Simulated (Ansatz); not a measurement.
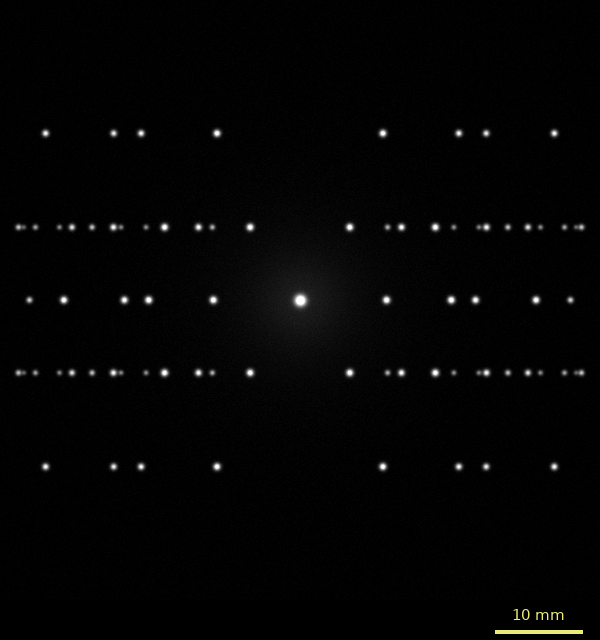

Simulated X-ray rotation photograph: Mo Kα radiation (λ = 0.7107 Å), cylindrical film of radius 30.0 mm unrolled, rotation axis vertical and normal to the beam, kinematic intensities without Lorentz or polarisation factors, the film spanning ±63° about the beam; spots down to d = 0.68 Å.

Question: Measure the layer lines and find the identity period along the axis.

Answer: The first layer line lies 8.4 mm from the equator, so tan ν = 0.279, sin ν = 0.269 and the period is λ/sin ν = 2.64 Å. Further lines follow at 19.2 mm.

The crystal is Rh, space group P6/mmm (No. 191), a = 4.30 Å, c = 2.64 Å (hexagonal axes). Structure: the geometry relaxed with DFT, r2SCAN, plane waves (500 eV) with PAW, scalar-relativistic in Ansatz 0.2.0; the starting structure was generated, so it need not be a known form of this composition.

Question: About which axis was it rotated?

Answer: About [001], whose length in the conventional cell is 2.640 Å.
